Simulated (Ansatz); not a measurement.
# Calculations on AlN

## 1. Vibrations

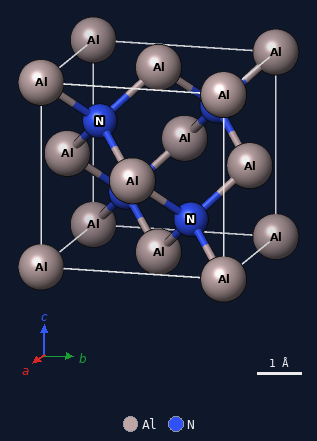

Lattice vibrations of crystalline AlN at 0.98 times its rest volume, space group F-43m (No. 216), at the zone centre. A ball-and-stick model of the conventional cell (4 times the calculation's cell), seen slightly off an axis. Lengths and directions refer to the drawn axes.

Level of theory: DFT LDA, scalar-relativistic, plane waves, PAW in Ansatz 0.2.0. Settings: plane-wave cutoff 420 eV; k-point mesh 10 × 10 × 10; occupations fixed; no spin polarisation.

Frequencies are those without the non-analytic (LO–TO) term.

Give the spectrum at this point.

Answer. The calculation's cell holds 2 atoms, so there are 3 optical modes, in 1 level. The optical modes span T₂. No level is unstable.

| level | symmetry | frequency (cm⁻¹) | activity |
| --- | --- | --- | --- |
| 1 | T₂ | 684 | infrared- and Raman-active |

The modes drawn as arrows (one member of each degenerate set):

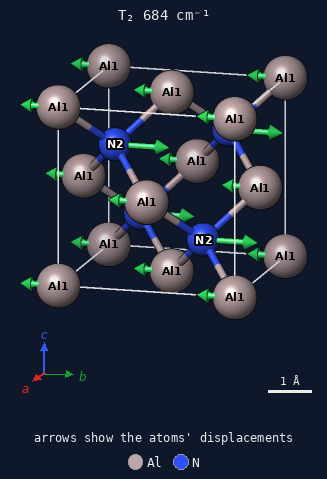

## 2. Vibrations

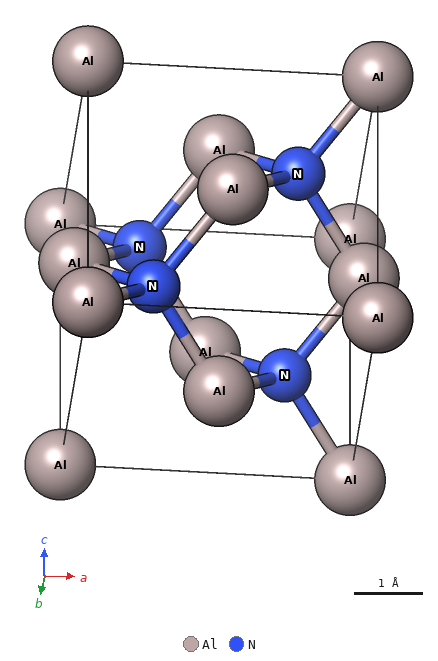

Phonons of solid AlN relaxed at 11 GPa, at the zone centre. The picture is a ball-and-stick view of the conventional cell (4 times the calculation's cell), seen from a free direction. Lengths and directions refer to the drawn axes.

All numbers below come from DFT PBE, scalar-relativistic, plane waves, PAW (Ansatz 0.2.0).

Input file:
```yaml
crystal:
  lattice:
    - [0.0, 2.1640311976, 2.1640311976]
    - [2.1640311976, 0.0, 2.1640311976]
    - [2.1640311976, 2.1640311976, 0.0]
  atoms:
    - { symbol: Al, position: [0.0, 0.0, 0.0] }
    - { symbol: "N", position: [0.75, 0.75, 0.75] }
basis:
  ecutwfc: 420
kpoints:
  mp_grid: { grid: [10, 10, 10] }
hamiltonian:
  xc: pbe
scf:
  occupations: { method: fixed }
output:
  eigenvalues: true
phonons:
  method: dfpt
  dielectric: true
  rigid_motions: translations
  eigenvectors: true
```

Run as
```bash
ansatz run input.yaml --threads 1 --pin off --max-ram 3072MiB --backend cpu --events-out ev --progress --plain --runs-dir out
```

Frequencies are those without the non-analytic (LO–TO) term.

Q: Which optical modes does it have, at what frequencies, and is it stable there?

A: The calculation's cell holds 2 atoms, so there are 3 optical modes, in 1 level. The optical modes span T₂. No level is unstable.

| level | symmetry | frequency (cm⁻¹) | activity |
| --- | --- | --- | --- |
| 1 | T₂ | 683 | infrared- and Raman-active |

The modes drawn as arrows (one member of each degenerate set):

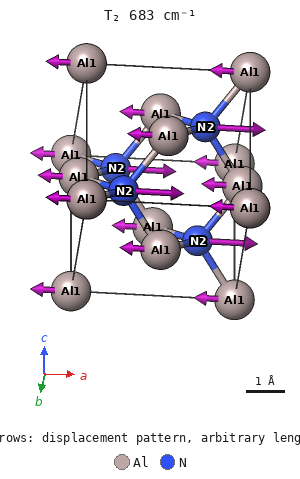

## 3. One mode

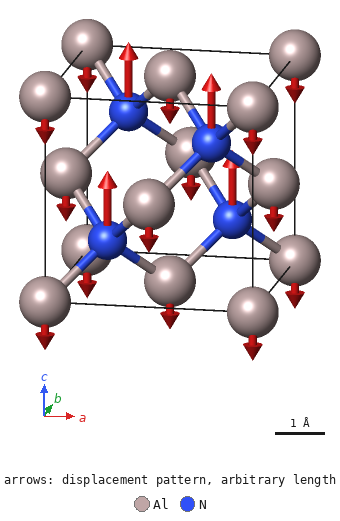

One vibrational mode of solid AlN at 0.98 times its rest volume at the zone centre. The red arrows give the relative displacements of the atoms. A ball-and-stick model of the conventional cell (4 times the calculation's cell), seen slightly off an axis. Lengths and directions refer to the drawn axes.

Computed with DFT PBE, scalar-relativistic, plane waves, PAW in Ansatz.

Input file:
```yaml
crystal:
  lattice:
    - [0.0, 2.1868109078, 2.1868109078]
    - [2.1868109078, 0.0, 2.1868109078]
    - [2.1868109078, 2.1868109078, 0.0]
  atoms:
    - { symbol: Al, position: [0.0, 0.0, 0.0] }
    - { symbol: "N", position: [0.75, 0.75, 0.75] }
basis:
  ecutwfc: 420
kpoints:
  mp_grid: { grid: [10, 10, 10] }
hamiltonian:
  xc: pbe
scf:
  occupations: { method: fixed }
output:
  eigenvalues: true
phonons:
  method: dfpt
  dielectric: true
  rigid_motions: translations
  eigenvectors: true
```

Command:
```bash
ansatz run input.yaml --threads 1 --pin off --max-ram 3072MiB --backend cpu --events-out ev --progress --plain --runs-dir out
```

Frequencies are those without the non-analytic (LO–TO) term.

> Describe the mode and give its frequency.

This is the T₂ mode (triply degenerate; one member of the set is drawn) at 653 cm⁻¹, the only optical level, infrared- and Raman-active by symmetry. The N sublattice moves against the Al sublattice, along c; the kinetic energy is shared as N 66 %, Al 34 %. Its infrared intensity is 49 (D/Å)²/amu for the set. The value is the transverse one; the longitudinal partner lies at 888 cm⁻¹.

## 4. One mode

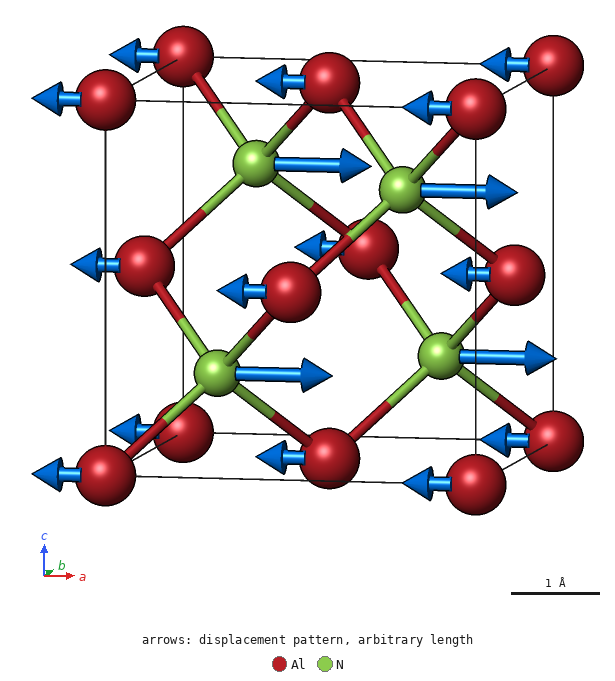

One vibrational mode of crystalline AlN relaxed at 6 GPa at the zone centre. Displacements are drawn as blue arrows; their common scale and sign are arbitrary. The picture is a ball-and-stick view of the conventional cell (4 times the calculation's cell), seen slightly off an axis. Lengths and directions refer to the drawn axes.

Method: Ansatz 0.2.0, DFT PBEsol, scalar-relativistic, plane waves, PAW. Settings: plane-wave cutoff 420 eV; k-point mesh 10 × 10 × 10; occupations fixed; target pressure 6 GPa; no spin polarisation.

Frequencies are those without the non-analytic (LO–TO) term.

> What mode is this, and where does it lie in the spectrum?

This is the T₂ mode (triply degenerate; one member of the set is drawn) at 20.2 THz, the only optical level, infrared- and Raman-active by symmetry. The N sublattice moves against the Al sublattice, along a; the kinetic energy is shared as N 66 %, Al 34 %. Its infrared intensity is 49 (D/Å)²/amu for the set. The value is the transverse one; the longitudinal partner lies at 908 cm⁻¹.

## 5. Softest mode

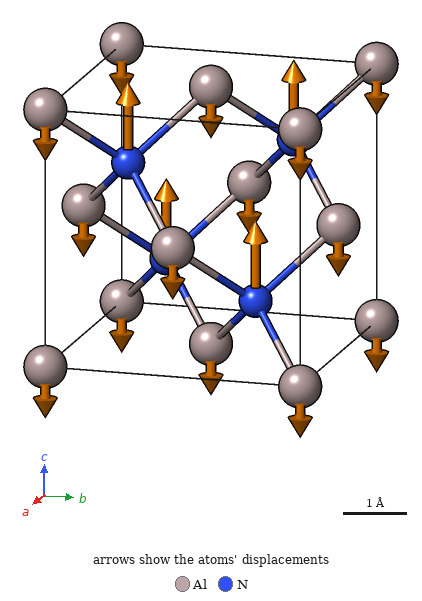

The lowest optical mode of solid AlN relaxed at 15 GPa, space group F-43m (No. 216), at the zone centre. Displacements are drawn as orange arrows; their common scale and sign are arbitrary. Style: ball-and-stick. Shown: the conventional cell (4 times the calculation's cell), slightly off an axis. Lengths and directions refer to the drawn axes.

The calculation used DFT LDA, scalar-relativistic, plane waves, PAW (Ansatz 0.2.0).

The input:
```yaml
crystal:
  lattice:
    - [0.0, 2.1258778874, 2.1258778874]
    - [2.1258778874, 0.0, 2.1258778874]
    - [2.1258778874, 2.1258778874, 0.0]
  atoms:
    - { symbol: Al, position: [0.0, 0.0, 0.0] }
    - { symbol: "N", position: [0.75, 0.75, 0.75] }
basis:
  ecutwfc: 420
kpoints:
  mp_grid: { grid: [10, 10, 10] }
hamiltonian:
  xc: lda
scf:
  occupations: { method: fixed }
output:
  eigenvalues: true
phonons:
  method: dfpt
  dielectric: true
  rigid_motions: translations
  eigenvectors: true
```

Run as
```bash
ansatz run input.yaml --threads 1 --pin off --max-ram 3072MiB --backend cpu --events-out ev --progress --plain --runs-dir out
```

Frequencies are those without the non-analytic (LO–TO) term.

Question: Is this crystal at a minimum with respect to the drawn distortion?

Answer: Yes: this softest mode has a real frequency, and so have all others here. That speaks for this wave vector alone: the rest of the zone wasn't checked in this run. This is the T₂ mode (triply degenerate; one member of the set is drawn) at 726 cm⁻¹, the only optical level, infrared- and Raman-active by symmetry. The N sublattice moves against the Al sublattice, along c; the kinetic energy is shared as N 66 %, Al 34 %. Its infrared intensity is 48 (D/Å)²/amu for the set. The value is the transverse one; the longitudinal partner lies at 964 cm⁻¹.

## 6. Softest mode

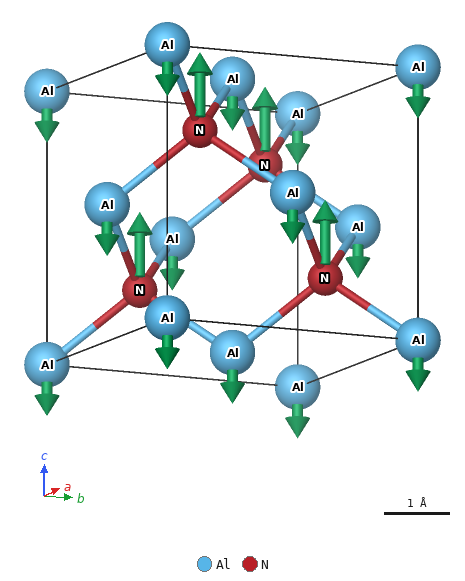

The lowest optical mode of solid AlN relaxed at 3 GPa, space group F-43m (No. 216), at the zone centre. The green arrows give the relative displacements of the atoms. The picture is a ball-and-stick view of the conventional cell (4 times the calculation's cell), seen from a free direction. Lengths and directions refer to the drawn axes.

Method: Ansatz 0.2.0, DFT LDA, scalar-relativistic, plane waves, PAW. (plane-wave cutoff 420 eV; k-point mesh 10 × 10 × 10; occupations fixed; target pressure 3 GPa; no spin polarisation)

Frequencies are those without the non-analytic (LO–TO) term.

Question: Is the structure stable against all modes at this point?

Answer: Yes: this softest mode has a real frequency, and so have all others here. That speaks for this wave vector alone: the rest of the zone wasn't checked in this run. This is the T₂ mode (triply degenerate; one member of the set is drawn) at 84.0 meV, the only optical level, infrared- and Raman-active by symmetry. The N sublattice moves against the Al sublattice, along c; the kinetic energy is shared as N 66 %, Al 34 %. Its infrared intensity is 49 (D/Å)²/amu for the set. The value is the transverse one; the longitudinal partner lies at 915 cm⁻¹.
